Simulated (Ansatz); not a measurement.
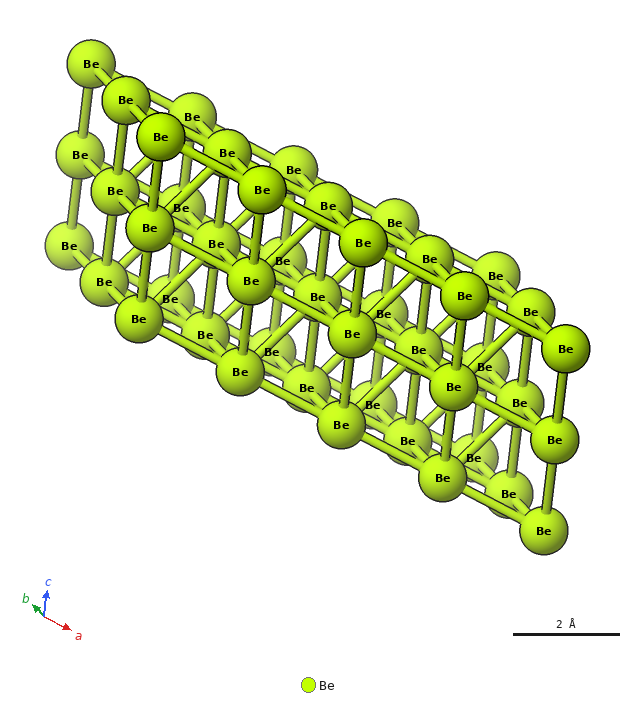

The structure (ball-and-stick view of the cell of the calculation, repeated 4 × 2 × 2, seen slightly off an axis). Near neighbours in the crystal (not all of them lie inside the picture): Be has 8 Be at 2.17 Å.

Run report: Be, field-gradient calculation

- system: Be (I4/mmm, 1 atom in the cell)
- method: DFT, PBE, all-electron PAW with datasets made for the crystal, scalar-relativistic, no spin polarisation (Ansatz 0.2.0)

It belongs to a series of runs on one base structure; here: z stretched by -3 % at fixed volume, crystal datasets.

**The input**
```yaml
crystal:
  lattice:
    - [-1.2694215948, 1.2694215948, 1.2127282195]
    - [1.2694215948, -1.2694215948, 1.2127282195]
    - [1.2694215948, 1.2694215948, -1.2127282195]
  atoms:
    - { symbol: Be, position: [0.0, 0.0, 0.0] }
kpoints:
  mp_grid: { grid: [20, 20, 20] }
scf:
  occupations: { method: fermi_dirac, width: 0.05 }
hamiltonian:
  xc: pbe
  pseudopotentials: { kind: all_electron, datasets: crystal }
output:
  forces: true
  stress: true
  eigenvalues: true
  efg: { contact_densities: true }
```

Run as:
```bash
ansatz run input.yaml --threads 1 --pin off --max-ram 2048MiB --backend cpu --events-out ev --progress --plain --runs-dir out
```

**The program's output**
```
hamiltonian.pseudopotentials.datasets: crystal makes datasets for this crystal and solves the spheres of its atoms anew in each pass: cutoff 240.0 eV, the density's 960.0 eV; recipe 8992d9818574.33, for an error of 0.50 meV an atom under PBE, 0.5 meV for the cell; an energy difference from a run of another recipe may be off by several times the error for the cell, under r2SCAN by more, where some 0.1 meV an atom stays at smaller errors; Be in spheres of 1.080 Å, 2 of its electrons in bands
Engine: ansatz 0.2.0, x86_64-unknown-linux-gnu
Pseudopotentials: kind: all_electron
Pseudopotential: Be, paw, valence charge 2, recommended cutoff 240 eV (normal), crystal/all_electron/pbe/scalar/gaussian/Be, Koelling and Harmon's equation, gaussian nucleus
Functional definition: PBE
  parameter kappa = 0.804
  parameter beta = 0.06672455060314922
  exchange = pbe_x(kappa = kappa, mu = beta*pi^2/3)
  correlation = pbe_c(beta = beta)
Crystal: 1 atoms, lattice volume = 7.817 Å³
Basis set: ecut = 240 eV, 71 PW (Γ), exchange–correlation on 24×24×24 points (8 copies of the dense FFT grid, shifted against one another)
Bands: 5, of which v1, the nominal top of the filled ones, is band 1 counted from 1 (0 counted from 0)
Symmetry: 16 space group operations
Space group: I4/mmm (ITA 139), of the structure as read, at distance tolerance 2.0e-5 Å
k-points: 641 of 8000
Non-local potential: Be, projectors of the file, l = 0: 1, l = 1: 1
PAW form: soft (Blöchl's): semilocal exchange-correlation on the pseudo side does not see the compensation charge
PAW one-centre angular grid: Be, 110 points (default); XC on its mesh's 2019 points in the sphere
Initial density: superposition of atomic densities (neutral atoms: chi_scale 0, normalization atom)
Initial wavefunctions: pseudopotential atomic-orbital guess
Functional: x = pbe(κ = 0.804, μ = 0.2195149727645171), c = pbe(β = 0.06672455060314922)
iter 1 solved again at ethr=4.52e-4 eV; its pass at ethr=1.00e-1 eV (dr2=9.04e-3 eV) is discarded
SCF iter   1: F=—  HF=-401.660227 eV  |F-HF|=—  |Δ(HF+E_count)|=         —  Δρ=2.00e-2  dr2=8.86e-3  ethr=4.52e-4  ⟨swp⟩=2.8  Hψ=20482  notcnv=0
preconditioner: auto → none  [metal: Δε(μ)=0.036 eV  Ē_g=19.287 eV  σ=0.050 eV  W_gap=0.17  n_scr=0 (ndim 8)  ℏωp=18.8 eV  f_vac=0.001  D(μ)=0.24/eV (n_scr^D=0)]
SCF iter   2: F=—  HF=-401.763750 eV  |F-HF|=—  |Δ(HF+E_count)|=   1.04e-1  Δρ=1.08e-2  dr2=2.57e-3  ethr=4.43e-4  ⟨swp⟩=2.1  Hψ=6450  notcnv=0  defer=14
iter 3 solved again at ethr=3.81e-7 eV; its pass at ethr=1.29e-4 eV (dr2=7.62e-6 eV) is discarded
SCF iter   3: F=—  HF=-401.809079 eV  |F-HF|=—  |Δ(HF+E_count)|=   4.53e-2  Δρ=5.76e-4  dr2=6.49e-6  ethr=3.81e-7  ⟨swp⟩=2.0  Hψ=17491  notcnv=0  defer=6
eigensolver tolerance schedule: the retry pair's looser diagonalisation over-reported the residual by 0.18 of it (diagonalisation noise at 0.18 of the residual, at the tolerance the schedule requests for it); recorded, not acted on — ethr = c·dr2/N_el stays at c = 1.0e-1
SCF iter   4: F=—  HF=-401.809261 eV  |F-HF|=—  |Δ(HF+E_count)|=   1.83e-4  Δρ=2.17e-4  dr2=8.82e-7  ethr=3.24e-7  ⟨swp⟩=2.9  Hψ=4511  notcnv=0  defer=1
SCF iter   5: F=-401.809289 eV  HF=-401.809289 eV  |F-HF|=1.97e-9  |Δ(HF+E_count)|=   2.71e-5  Δρ=4.98e-6  dr2=4.10e-10  ethr=4.41e-8  ⟨swp⟩=3.0  Hψ=4586  notcnv=0  defer=1
SCF 1 converged in 5 iterations: F = -401.809289 eV  dr2 = 4.10e-10
  Residual-converged pass: ⟨swp⟩=2.0  Hψ=3880  notcnv=0  max |occ|·‖R‖ = 3.7e-6 eV (tolerance 3.7e-6 eV)  dr2=4.05e-10  dr2_onsite=2.89e-9  max |Δocc| = 2.0e-9
  greatest PAW one-centre occupation: 0.173 electrons in one spin orbital (limit 2), on the Be atom at site 0 (counted from 0), in its partial waves of l = 0
```

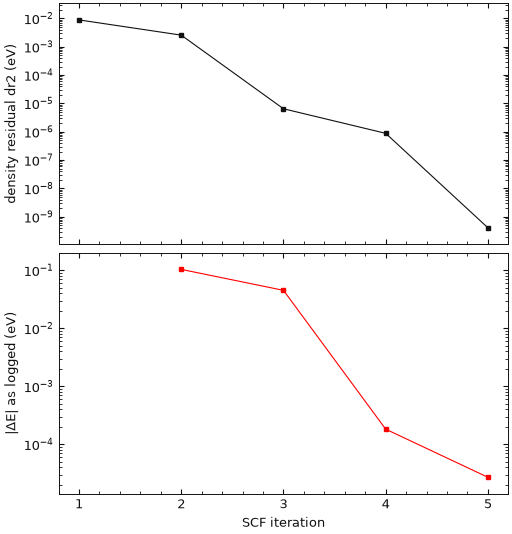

Convergence of the self-consistent field: density residual dr2 and size of the energy change against the SCF iteration. The residual falls at every step.

```
SCF converged after 5 iterations
Free energy (F): -401.809289 eV
Harris-Foulkes:  -401.809289 eV  (|F-HF|=1.97e-9)
Internal energy: -401.807485 eV  (E = F + TS)
E sigma→0 (E₀):  -401.808387 eV
Entropy (-TS):   -0.001803 eV (-1.803 meV/atom)
Past the cutoff: the bands carry plane waves up to 1.75 times it, of which those up to 1.5 times it add -0.000129 eV an atom, each by itself; the spheres take 0.000037 eV an atom off the energy for waves past 1.75 times it
By the cutoff:   a pressure is off by up to 0.005 GPa (1.2 times the spheres' own share and the shells' term, over an atom's volume, and 0.004 GPa: a bound that held against runs at twice the plane waves)
Past the cutoffs: a stress includes 0.0002 GPa for waves and charges beyond them, in addition to the slope of what the spheres take
In the spheres:  the bands' charges fall short by 3.5e-7 e at most (sound up to 1e-3)
Fermi energy:    9.611049 eV
--- Per-component energies (eV) ---
  E_band       = 7.373456
  E_kinetic    = 19.263826
  E_local      = 8.085149  (includes V_loc(G=0)·N_el)
  E_nonlocal   = 1.454723
  E_hartree    = 0.008469
  E_xc         = -15.967265
  E_vxc        = -20.543781  (∫ρ·V_xc dr)
  E_paw        = -385.891821  (= ΣΔE_a)
  E_vpaw       = -14.055814  (= ΣTr[D̂ρ^β])
  E_ewald      = -41.913048
  E_smearing   = -0.001803  (= −TS)
  E_closure    = 13.152481  (closes the sum)
  Σ components = -401.809289   (vs F -401.809289, Δ=0.00e0)
  The terms above E_closure are by the made datasets' own strengths, without shells solved beside the bands.
--- Forces (eV/Å), atoms counted from 1 ---
  atom   1  Be    -0.00000000     0.00000000     0.00000000
  max |Σ_I F_I| component: 7.70e-34 eV/Å
--- Stress (GPa, compression-positive) ---
       -1.014215       0.000000       0.000000
        0.000000      -1.014215       0.000000
       -0.000000      -0.000000       2.724238
  P = ⅓ Tr σ = 0.2319 GPa (2.319 kbar)
--- PAW observables at the nuclei: V_zz in 10²¹ V/m², potentials from the cell's mean, atoms counted from 1 ---
  atom   1  Be V_zz =    -0.066115   η = 0.0000   by run symmetry: allowed
            electrostatic potential = -242.648635 V   contact ρ = 238.417311 e/Å³
--- Band table (eV; the first three rows and the last of 641) ---
  k-point 0: bands = ["-2.6826", "28.8619", "28.8619"]
  k-point 1: bands = ["-2.5974", "28.2970", "28.8092"]
  k-point 2: bands = ["-2.3416", "26.7023", "28.1958"]
  k-point 640: bands = ["12.9889", "12.9889", "14.8179"]
```

**Key numbers**

```csv
quantity,value
outcome,converged
space group (tolerance 0.01 Å),I4/mmm (139)
electrons in bands (core shells apart),2
free energy,−401.8093 eV
Fermi energy,9.611 eV
pressure,0.23 GPa
field gradient V_zz (10²¹ V/m²),Be −0.0661
largest force (length of the vector),under 0.001 eV/Å
hardware,"1 thread of AMD EPYC (Zen 5), 16 GiB of memory available, shared host"
wall time,3.1 s
peak memory,0.37 GiB
```
